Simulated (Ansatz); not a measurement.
**Run report: GeSi16, geometry relaxation (part 2 of 2)**

Continued. System: GeSi16 (defect cell, 17 atoms in the cell). Method: DFT PBEsol, scalar-relativistic, plane waves, PAW, PAW set soft_1, no spin polarisation (Ansatz 0.2.0); cutoff 420 eV, 2×2×2 k-mesh, Gaussian smearing of 0.05 eV. It belongs to a series of runs on one base structure; here: end point A relaxed.

Geometry of the input (Å; fractional positions):
```
0.0000  5.4300  5.4300
5.4300  0.0000  5.4300
5.4300  5.4300  0.0000
Si 0.0000  0.0000  0.0000
Si 0.1250  0.1250  0.1250
Si -0.0000  0.0000  0.5000
Si 0.1250  0.1250  0.6250
Si -0.0000  0.5000  0.0000
Si 0.1250  0.6250  0.1250
Si -0.0000  0.5000  0.5000
Si 0.1250  0.6250  0.6250
Si 0.5000  -0.0000  0.0000
Si 0.6250  0.1250  0.1250
Si 0.5000  0.0000  0.5000
Si 0.6250  0.1250  0.6250
Si 0.5000  0.5000  0.0000
Si 0.6250  0.6250  0.1250
Si 0.5000  0.5000  0.5000
Si 0.6250  0.6250  0.6250
Ge 0.3665  0.8819  0.8700
```

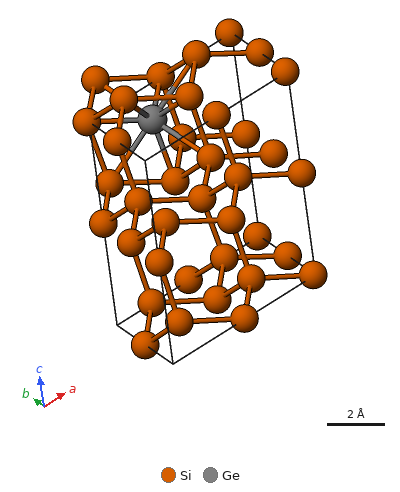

The geometry at step 3 of the log (ball-and-stick view of the cell of the calculation, seen slightly off an axis; bonded neighbours outside the cell are drawn too).

### Output, continued
```
  k-point 0: bands = ["-17.7231", "-17.7230", "-17.7230", "-17.7096", "-17.7094", "-5.9772", "-3.4273", "-3.0331", "-3.0324", "-3.0310", "-2.5104", "-1.1874", "-1.1871", "-1.1870", "-0.9351", "-0.9336", "-0.6977", "-0.1826", "-0.1809", "-0.1805", "3.1438", "3.1439", "3.1446", "3.7616", "4.0736", "4.0740", "4.0745", "5.4534", "5.4537", "5.4537", "5.5275", "5.5286", "5.7568", "5.7587", "5.7592", "6.7055", "6.7072", "6.7089", "7.1950", "7.1958", "7.1974", "7.4368", "7.4399", "7.8802", "7.8820", "7.8825", "8.1751", "8.6433", "8.6437", "8.6447", "9.6214", "9.6233", "9.6238", "9.9667", "9.9671", "10.0695"]
  k-point 1: bands = ["-17.7231", "-17.7230", "-17.7230", "-17.7096", "-17.7094", "-5.6518", "-4.4162", "-3.1577", "-2.8251", "-2.8247", "-2.4558", "-2.3342", "-2.3321", "-0.8537", "-0.0278", "0.4143", "0.4168", "0.5041", "0.5064", "1.4587", "2.6513", "2.6519", "2.6668", "2.9292", "3.2795", "3.2803", "3.3374", "4.0640", "4.0658", "4.6110", "4.6119", "4.7127", "4.7465", "5.6122", "5.9852", "5.9857", "6.0439", "6.0449", "7.1252", "7.9612", "7.9615", "8.3005", "8.3013", "8.6911", "8.7731", "9.3091", "9.3095", "9.8159", "10.3658", "10.3672", "10.4903", "10.9161", "10.9191", "11.2262", "11.2272", "11.5918"]
  k-point 2: bands = ["-17.7231", "-17.7230", "-17.7230", "-17.7096", "-17.7094", "-5.6520", "-4.4157", "-3.1573", "-2.8262", "-2.8243", "-2.4560", "-2.3331", "-2.3327", "-0.8548", "-0.0277", "0.4146", "0.4153", "0.5056", "0.5061", "1.4595", "2.6522", "2.6527", "2.6671", "2.9290", "3.2796", "3.2797", "3.3367", "4.0645", "4.0648", "4.6111", "4.6117", "4.7144", "4.7454", "5.6114", "5.9853", "5.9857", "6.0447", "6.0448", "7.1251", "7.9582", "7.9619", "8.3023", "8.3028", "8.6899", "8.7726", "9.3053", "9.3075", "9.8161", "10.3670", "10.3672", "10.4923", "10.9186", "10.9208", "11.2263", "11.2275", "11.5931"]
  k-point 7: bands = ["-17.7231", "-17.7230", "-17.7230", "-17.7096", "-17.7094", "-5.6520", "-4.4157", "-3.1574", "-2.8262", "-2.8243", "-2.4560", "-2.3331", "-2.3328", "-0.8547", "-0.0277", "0.4146", "0.4153", "0.5056", "0.5061", "1.4595", "2.6522", "2.6526", "2.6671", "2.9290", "3.2796", "3.2797", "3.3367", "4.0645", "4.0648", "4.6111", "4.6117", "4.7144", "4.7454", "5.6114", "5.9853", "5.9857", "6.0447", "6.0448", "7.1251", "7.9582", "7.9619", "8.3023", "8.3028", "8.6900", "8.7726", "9.3054", "9.3076", "9.8161", "10.3670", "10.3672", "10.4923", "10.9186", "10.9208", "11.2263", "11.2275", "11.5931"]
--- Relaxed structure (4 steps of the walk, 4 accepted, 0 SCFs on fresh bases) ---
  F+E_penalty+E_count = -14193.31425737 eV   max|allowed force component| = 3.028e-3 eV/Å
  atoms:
    - { symbol: Si, position: [-0.012064150156801928, 0.004180826594439941, 0.003718790176279454] }
    - { symbol: Si, position: [0.11999905633767342, 0.12972168599404615, 0.12923857978166686] }
    - { symbol: Si, position: [0.00041027899175304734, -0.002120898479384133, 0.5005933605868482] }
    - { symbol: Si, position: [0.12016513792687997, 0.12971995960918267, 0.6204075589128868] }
    - { symbol: Si, position: [0.00023562141196470376, 0.501085605360996, -0.0023915403520060607] }
    - { symbol: Si, position: [0.1199979988183264, 0.6210587087573978, 0.12923674546582997] }
    - { symbol: Si, position: [0.00040795977381696824, 0.5011298712023045, 0.5005914876152598] }
    - { symbol: Si, position: [0.1247846039046635, 0.6251708435183851, 0.6248823489586057] }
    - { symbol: Si, position: [0.5031058932775585, 0.004314086585906013, 0.003315264034558396] }
    - { symbol: Si, position: [0.6242336276615121, 0.1256285614973945, 0.12453515302140455] }
    - { symbol: Si, position: [0.5034760552082567, 0.004157112957929504, 0.4882291674495253] }
    - { symbol: Si, position: [0.6290556525365507, 0.1296944735104873, 0.6202212846984146] }
    - { symbol: Si, position: [0.5031021146996691, 0.4892899543131862, 0.00331439126316202] }
    - { symbol: Si, position: [0.6288081687411268, 0.6211307286100299, 0.12895009656455458] }
    - { symbol: Si, position: [0.49751465864911043, 0.501061504621942, 0.5003787393480722] }
    - { symbol: Si, position: [0.6290526580283976, 0.6210482350442902, 0.6202215138663235] }
    - { symbol: Ge, position: [0.37421966418954244, 0.8756414403014668, 0.8745244586086145] }
```

### Trajectory as extended XYZ (Å, eV, eV/Å), 4 frames, from step=1 to step=4
```
17
Lattice="0.0000 5.4300 5.4300 5.4300 0.0000 5.4300 5.4300 5.4300 0.0000" Properties=species:S:1:pos:R:3:forces:R:3 step=1 energy=-14192.97177
Si    0.0000    0.0000    0.0000    1.1318  -1.0289  -1.1343
Si    1.3575    1.3575    1.3575    0.7737   0.0485   0.0443
Si    2.7150    2.7150    0.0000   -0.0807   0.0452  -0.0918
Si    4.0725    4.0725    1.3575   -0.0120  -0.9481   0.0119
Si    2.7150    0.0000    2.7150   -0.0377  -0.0846   0.0385
Si    4.0725    1.3575    4.0725   -0.0452   0.0492  -0.7697
Si    5.4300    2.7150    2.7150    0.0917   0.0442   0.0805
Si    6.7875    4.0725    4.0725   -0.0004   0.0033   0.0003
Si    0.0000    2.7150    2.7150    0.6227   0.7155   0.6452
Si    1.3575    4.0725    4.0725    0.0163  -0.1197  -0.0136
Si    2.7150    5.4300    2.7150   -1.0227  -0.8964   1.0205
Si    4.0725    6.7875    4.0725    0.0323   0.0369   0.7288
Si    2.7150    2.7150    5.4300   -0.6391   0.7072  -0.6167
Si    4.0725    4.0725    6.7875   -0.0012   0.5927  -0.0005
Si    5.4300    5.4300    5.4300    0.0367  -0.0715  -0.0358
Si    6.7875    6.7875    6.7875   -0.7251   0.0377  -0.0332
Ge    9.5127    6.7140    6.7789   -0.1411   0.8687   0.1255
17
Lattice="0.0000 5.4300 5.4300 5.4300 0.0000 5.4300 5.4300 5.4300 0.0000" Properties=species:S:1:pos:R:3:forces:R:3 step=2 energy=-14193.27194
Si    0.0327   -0.0277   -0.0328    0.4016  -0.3908  -0.4017
Si    1.3930    1.3594    1.3587    0.2227  -0.0039  -0.0033
Si    2.7048    2.7231   -0.0112    0.0210  -0.0077   0.0257
Si    4.0720    4.0354    1.3580    0.0005  -0.2732  -0.0005
Si    2.7102   -0.0101    2.7199    0.0087   0.0319  -0.0091
Si    4.0713    1.3594    4.0371    0.0034  -0.0040  -0.2217
Si    5.4412    2.7230    2.7251   -0.0258  -0.0074  -0.0211
Si    6.7870    4.0767    4.0729    0.0002  -0.0009  -0.0001
Si    0.0212    2.7391    2.7373    0.2224   0.2148   0.2223
Si    1.3596    4.0565    4.0708   -0.0032   0.0247   0.0026
Si    2.6837    5.4047    2.7463   -0.3547  -0.3445   0.3547
Si    4.0733    6.7889    4.1067   -0.0028  -0.0032   0.2117
Si    2.6929    2.7389    5.4089   -0.2194   0.2120  -0.2197
Si    4.0725    4.1003    6.7875    0.0001   0.1859   0.0001
Si    5.4344    5.4215    5.4256   -0.0101   0.0281   0.0097
Si    6.7534    6.7889    6.7867   -0.2109  -0.0033   0.0029
Ge    9.5097    6.7361    6.7814   -0.0536   0.3416   0.0474
17
Lattice="0.0000 5.4300 5.4300 5.4300 0.0000 5.4300 5.4300 5.4300 0.0000" Properties=species:S:1:pos:R:3:forces:R:3 step=3 energy=-14193.31278
Si    0.0510   -0.0468   -0.0510   -0.0003  -0.0146   0.0007
Si    1.4064    1.3574    1.3556   -0.0028  -0.0098  -0.0107
Si    2.7052    2.7244   -0.0102   -0.0097   0.0112  -0.0089
Si    4.0726    4.0217    1.3574    0.0026   0.0064  -0.0026
Si    2.7098   -0.0073    2.7202   -0.0147  -0.0099   0.0146
Si    4.0744    1.3573    4.0236    0.0108  -0.0100   0.0026
Si    5.4401    2.7243    2.7247    0.0089   0.0113   0.0098
Si    6.7868    4.0782    4.0731   -0.0001   0.0003   0.0001
Si    0.0342    2.7496    2.7498   -0.0008  -0.0218  -0.0050
Si    1.3602    4.0520    4.0703    0.0002  -0.0002  -0.0003
Si    2.6670    5.3868    2.7629    0.0078  -0.0118  -0.0074
Si    4.0705    6.7877    4.1202   -0.0081  -0.0073  -0.0012
Si    2.6805    2.7492    5.3961    0.0052  -0.0215   0.0010
Si    4.0723    4.1142    6.7877    0.0001   0.0062   0.0002
Si    5.4343    5.4240    5.4257    0.0151  -0.0112  -0.0151
Si    6.7399    6.7876    6.7895    0.0011  -0.0074   0.0082
Ge    9.5073    6.7536    6.7834   -0.0155   0.0899   0.0140
17
Lattice="0.0000 5.4300 5.4300 5.4300 0.0000 5.4300 5.4300 5.4300 0.0000" Properties=species:S:1:pos:R:3:forces:R:3 step=4 energy=-14193.31426
Si    0.0429   -0.0453   -0.0428   -0.0006  -0.0004   0.0005
Si    1.4062    1.3534    1.3560   -0.0003  -0.0001   0.0011
Si    2.7067    2.7205   -0.0093   -0.0004   0.0007  -0.0005
Si    4.0732    4.0213    1.3569   -0.0002  -0.0006   0.0002
Si    2.7079   -0.0117    2.7222   -0.0012  -0.0026   0.0012
Si    4.0741    1.3533    4.0239   -0.0011  -0.0001   0.0003
Si    5.4393    2.7204    2.7233    0.0005   0.0007   0.0005
Si    6.7878    4.0707    4.0723    0.0002  -0.0010  -0.0001
Si    0.0414    2.7499    2.7553   -0.0014   0.0017  -0.0012
Si    1.3584    4.0658    4.0718   -0.0002   0.0020   0.0002
Si    2.6737    5.3850    2.7564    0.0005  -0.0002  -0.0005
Si    4.0720    6.7836    4.1200    0.0011  -0.0004  -0.0006
Si    2.6748    2.7498    5.3887    0.0012   0.0017   0.0015
Si    4.0729    4.1146    6.7872    0.0002  -0.0014  -0.0002
Si    5.4378    5.4186    5.4223    0.0016  -0.0027  -0.0016
Si    6.7401    6.7836    6.7880    0.0006  -0.0004  -0.0011
Ge    9.5034    6.7807    6.7867   -0.0004   0.0030   0.0003
```

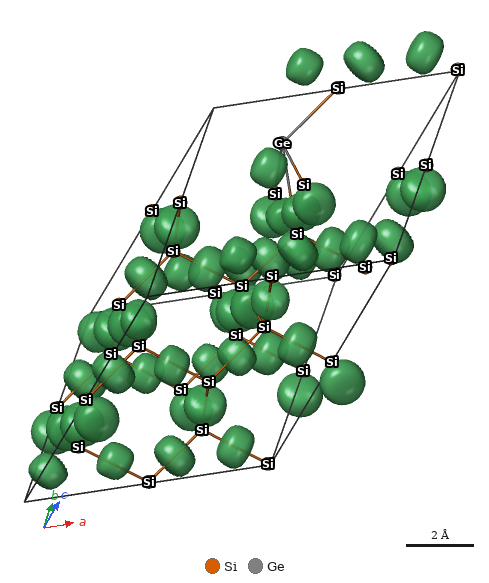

Isosurface of the electron localisation function at 0.8 (green), seen at an oblique angle. Only the valence region is drawn (cores and ρ < 0.01 e/Å³ removed). Sticks mark near contacts. The outline is the calculation cell. The ELF exceeds this value in 32 regions between bonded Si–Si atoms (shared pairs), counted in one cell of 17 atoms. Along the contacts the grid gives the following. Si–Si (2.28 Å): the ELF peaks at about 0.95 between the atoms, which marks a covalent bond. Si–Ge (2.42 Å): the ELF is about 0.55 at the midpoint. The fields are those of the smooth PAW valence density.

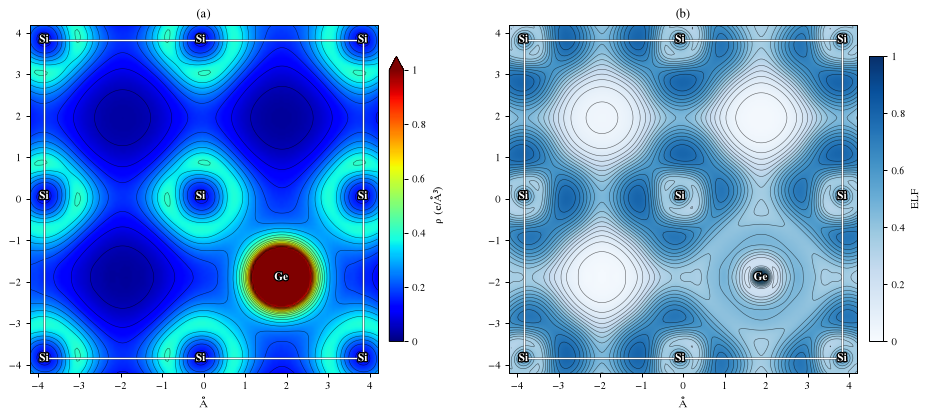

(a) valence electron density; (b) ELF on the (110) plane of the calculation cell. The section cuts through Si and Ge sites. Si–Ge (2.76 Å): ρ at the midpoint is about 0.29 e/Å³; the ELF is about 0.40 at the midpoint. Away from the nuclei the density in this plane falls to 0.02 e/Å³ at its lowest. The strong features right at Ge lie inside the PAW spheres (semicore, d or f shells) and say nothing about bonding.

### Summary

- outcome: converged
- electrons treated: 78
- free energy: −14193.3143 eV
- Fermi energy: 7.435 eV
- final volume: 320.21 Å³
- largest force (length of the vector) at the end: 0.003 eV/Å
- wall time: 30 s
- peak memory: 0.55 GiB

### Remarks

Warnings of the run: the PAW datasets were made with another functional. The k-point mesh is coarse for a cell of this size, so the results may not be converged.
